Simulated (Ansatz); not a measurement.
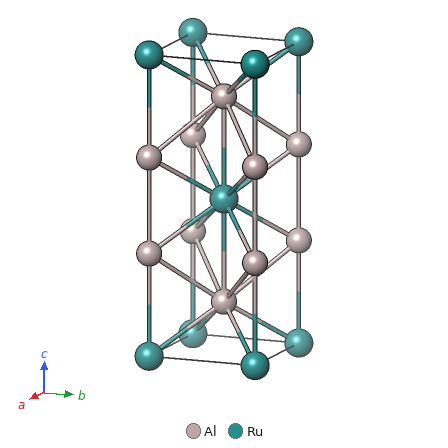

System: Al₂Ru, space group I4/mmm (No. 139). The picture shows the conventional cell.

Structure:
```yaml
crystal:
  lattice:
    - [-1.55228, 1.55228, 4.17604]
    - [1.55228, -1.55228, 4.17604]
    - [1.55228, 1.55228, -4.17604]
  atoms:
    - { symbol: Al, position: [0.65939, 0.65939, 0.00000] }
    - { symbol: Al, position: [0.34061, 0.34061, 0.00000] }
    - { symbol: Ru, position: [0.00000, 0.00000, 0.00000] }
```

Calculation (Ansatz 0.2.0): harmonic phonon frequencies at the zone centre with atoms at rest in the given cell, without the long-range term of polar modes, the three translations left out, imaginary frequencies are negative; plane waves with PAW datasets, Γ-centred k mesh. Level: PBEsol, no spin polarisation.

```
                            setting            value
                        wave cutoff           420 eV
                             k mesh         18×18×18
                        occupations      Fermi–Dirac
                     smearing width          0.15 eV
volume relative to the relaxed cell             0.98
                      phonon method  linear response
```

What does the calculation give for the zone-centre optical phonon frequencies (the three acoustic modes are left out)?

No frequency is imaginary, so the structure is stable to these displacements (zone-boundary modes weren't tested here). The highest mode lies at 455.3 cm⁻¹. The optical modes lie at 261.5, 271.0 (×2), 342.6 (×2), 455.3 cm⁻¹.

| frequency (cm⁻¹) |
| --- |
| 261.5 |
| 271.0 |
| 271.0 |
| 342.6 |
| 342.6 |
| 455.3 |

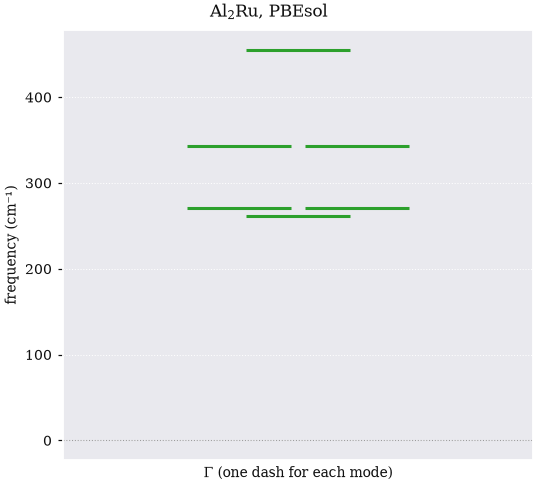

Caveats: metal sensitive to the k mesh.
